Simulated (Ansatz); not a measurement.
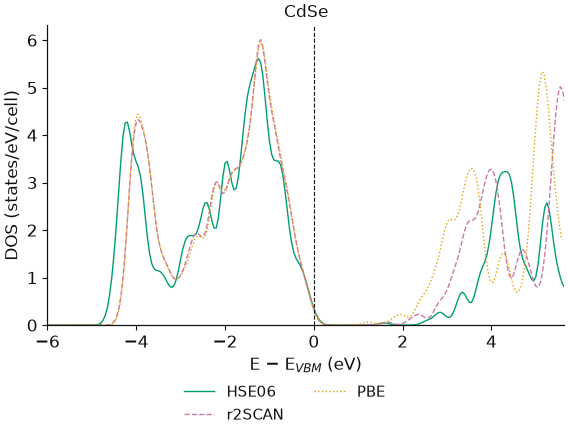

Total densities of states of CdSe, space group P6_3mc (No. 186), 4 atoms in the cell, wurtzite type, hydrostatic strain −0.5%, by three methods on the same cell. The curves are built from the levels of the k mesh with Gaussians 0.3 eV wide, which also blur the band edges. Each is counted from its own valence-band top.

Q: How do the methods compare?

A: HSE06 gives a gap of 1.58 eV, r2SCAN gives a gap of 1.14 eV and PBE gives a gap of 0.64 eV.

Settings. HSE06: DFT, HSE06, plane waves, PAW, no spin polarisation, 6×6×4 k mesh, 420 eV cutoff (Ansatz). r2SCAN: DFT, r2SCAN, plane waves, PAW, no spin polarisation, 12×12×4 k mesh, 500 eV cutoff (Ansatz). PBE: DFT, PBE, plane waves, PAW, no spin polarisation, 12×12×4 k mesh, 420 eV cutoff, Fermi-Dirac smearing of 0.02 eV (Ansatz 0.2.0).
